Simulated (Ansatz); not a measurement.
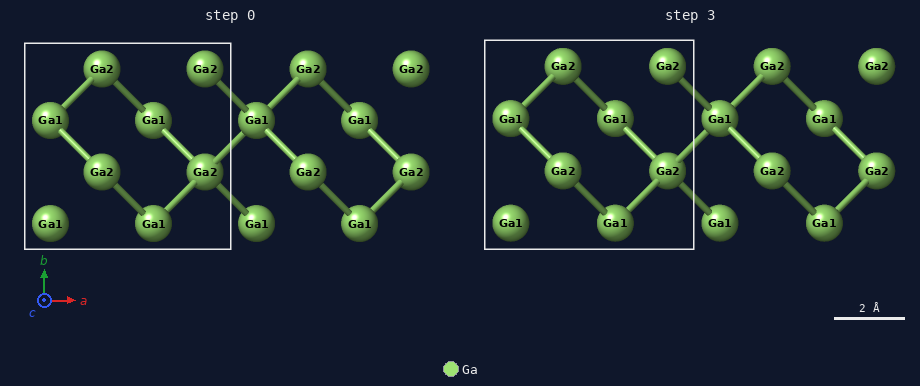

The structure of solid Ga (a generated structure, set up in Fd-3m) before (left) and after (right) a relaxation, at one scale.

Style: ball-and-stick. Shown: the conventional cell (4 times the calculation's cell), repeated 2 × 1 × 1 with one cell outlined, along the c axis. Lengths and directions refer to the drawn axes.

Phase: diamond.

All numbers below come from DFT, BLYP, plane waves (420 eV) with PAW, scalar-relativistic (Ansatz 0.2.0).

Input file:
```yaml
crystal:
  lattice:
    - [0.0, 2.9796103622, 2.9796103622]
    - [2.9796103622, 0.0, 2.9796103622]
    - [2.9796103622, 2.9796103622, 0.0]
  atoms:
    - { symbol: Ga, position: [0.125, 0.125, 0.125] }
    - { symbol: Ga, position: [0.875, 0.875, 0.875] }
hamiltonian:
  xc: blyp
  pseudopotentials:
    kind: paw
    azcp:
      Ga: "pseudopotentials/Ga.paw.azcp"
basis:
  ecutwfc: 420
  fft_grid_basis: typed
kpoints:
  mp_grid: { grid: [9, 9, 9], shift: [0, 0, 0] }
magnetization:
  spin_polarized: false
scf:
  occupations: { method: fermi_dirac, width: 0.1 }
relax:
  max_steps: 60
  f_tol: 0.01
  cell: {}
output:
  write_density: true
  write_potential: true
  elf: true
  volumetric_format: npy
```

Question: What changed between the two?

Answer: The energy falls by 9.4 meV per cell of the calculation in 2 accepted moves (3 points after the start). All forces vanish by symmetry, so only the cell relaxes. Pressure: 1.32 GPa at the start and 0.04 GPa at the end. At 1 point the geometry stayed and the basis and grid were re-selected for the new cell (energy shift of 0.3 meV per cell of the calculation at most each time). The atoms keep their places relative to the cell (all moves are under 0.005 Å). The drawn cell changes as follows: a = b = c 5.959 → 6.045 Å (+1.4 %); the volume changes by +4.4 %. Near-neighbour distances that change, for instance: Ga1–Ga2 2.580 → 2.618 Å. The space group stays Fd-3m (No. 227).
